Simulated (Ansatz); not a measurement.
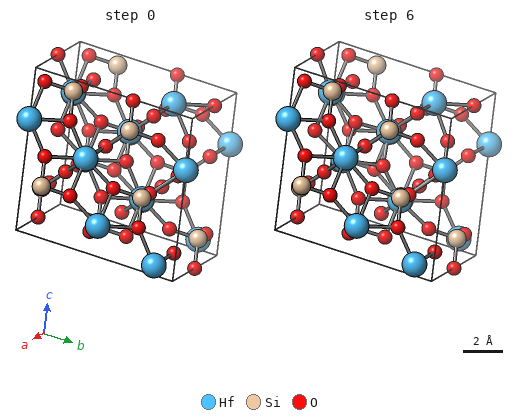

The structure of a defect cell of composition Hf$_{9}$Si$_{7}$O$_{32}$ before (left) and after (right) a relaxation, at one scale.

Style: ball-and-stick. Shown: the cell of the calculation (origin shifted), slightly off an axis.

Case: Hf on a Si site (b), charge +0, atoms relaxed at the host's cell.

The calculation used Ansatz, DFT PBE, scalar-relativistic, plane waves, PAW. Set-up: plane-wave cutoff 420 eV; k-point mesh 2 × 2 × 2; occupations gaussian; smearing width 0.01 eV; mesh shifted by (0.5, 0.5, 0.5); no spin polarisation; atoms relaxed in a fixed cell; force threshold 0.025 eV/Å; at most 45 steps.

Describe what moved and what it gained.

The largest moves, 0.28 Å, are those of O atoms. By element the largest moves are O 0.28 Å, Hf 0.10 Å, Si 0.07 Å. The cell doesn't change. Some distances before and after: Hf–O 1.638 → 1.899 Å, Hf–O 2.139 → 2.030 Å, Hf–Hf 3.007 → 3.102 Å, Hf–O 2.275 → 2.220 Å. Bond angles that change, for instance: Hf–O–Hf 111.4° → 120.0°, Hf–O–Hf 149.5° → 142.6°, O–Hf–O 96.7° → 90.4°. The energy falls by 7.867 eV per cell of the calculation in 5 accepted moves (6 points after the start). Largest force component: 13 eV/Å at the start, 0.01 eV/Å at the end. 1 step only repeated the SCF at the same geometry. The run took 2.6 min on 4 threads of Intel(R) Xeon(R) Platinum 8488C (Sapphire Rapids), with other jobs on the host, peak memory 2.4 GiB.
